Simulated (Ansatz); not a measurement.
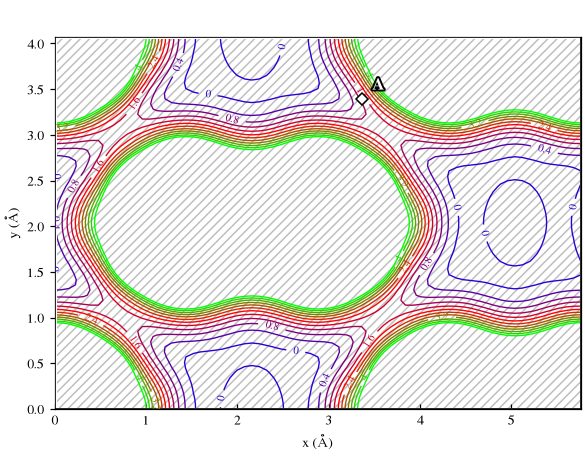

Ge (Fd-3m phase) with one N guest (9 atoms in the cell). A guest moved over a lattice plane through the rigid host; the plane is (0 1 1) of the conventional cell, half-way across the widest gap between atomic layers, origin above Ge5. Places are given modulo a cell vector. The map is drawn in real space over the plane of the scan. Nothing is relaxed (host rigid, guest held in the plane). Grid: 12 × 12 points; 14 points were computed and 94 follow by symmetry. At 36 points there is no value (left out of the scan, as a rule where atoms come close). All energies are given in eV per cell relative to the lowest grid point. All numbers below come from Ansatz 0.2.0, DFT PBE, scalar-relativistic, plane waves, PAW. Settings: cutoff 420 eV, k-mesh 6×6×6, gaussian smearing 0.15 eV, no spin polarisation.

Drawn: contour lines labelled in eV (none above 4.4), the outline of one cell of the plane, hatched blanks where no value was computed, the point A. Between grid points the surface is interpolated.

**Is A at rest? If not, where is it pushed?**

A, at (7/12, 10/12) of the cell vectors, is not a stationary point. The computed force is 7.3 eV/Å in the plane, pointing down and left in the picture (components −6.2 and −3.9 eV/Å).

PAW datasets: the set soft_1.
